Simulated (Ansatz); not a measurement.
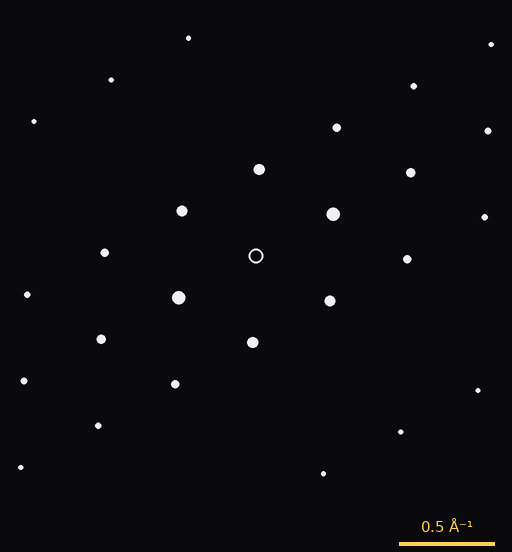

Simulated selected-area electron diffraction pattern (80 kV, kinematic approximation, thin crystal, B = 0.5 Å² for all atoms).

Q: Read the repeat vectors of the pattern off the scale bar.

A: The spots form a centred rectangular net (close to hexagonal) with both shortest vectors at d = 2.19 Å, 61.0° apart.

Q: What is the point symmetry of the pattern, intensities included?

A: 2mm. A zero-layer kinematic pattern is always centrosymmetric (Friedel's law).

Q: Which crystal and zone produced it?

A: This cannot be fixed from one zone alone; the pattern is [211] of Re, space group P6/mmm (No. 191), a = 4.32 Å, c = 2.70 Å (hexagonal axes). The net vectors are -1 1 1 and 0 -1 1. Structure: the geometry relaxed with DFT, LDA (PW92), plane waves (420 eV) with PAW, scalar-relativistic (Ansatz); the starting structure was generated, so it need not be a known form of this composition.
